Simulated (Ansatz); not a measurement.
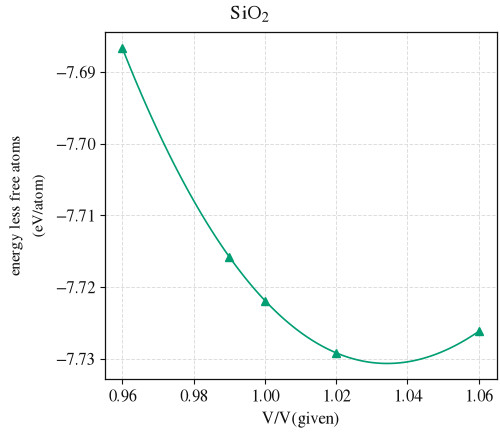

The figure shows the energy less free atoms against V/V(given) for SiO₂, space group P4_2/mnm (No. 136).

Cell as given: a = 4.180 Å, b = 4.180 Å, c = 2.668 Å, α = 90.00°, β = 90.00°, γ = 90.00°; 6 atoms.

Method: periodic Kohn-Sham DFT of a crystal at fixed atoms, scaled to the stated factor times the given cell, energy less spherical unpolarised free atoms (Ansatz 0.2.0). Level: PBE.

method all-electron LAPW; relativity scalar; k mesh 6×6×9; occupations Fermi–Dirac; smearing width 0.03 eV; basis error target 1 (meV/atom); nucleus Gaussian.

V(given) is 7.77 Å³/atom.

### What equilibrium volume and bulk modulus follow from the curve?

A third-order Birch–Murnaghan fit gives V0 = 8.04 Å³/atom, B0 = 301 GPa and B′ = 3.9.

Caveats: shape and atomic fractions are frozen while scaling, which makes layered, chain and framework solids too stiff.
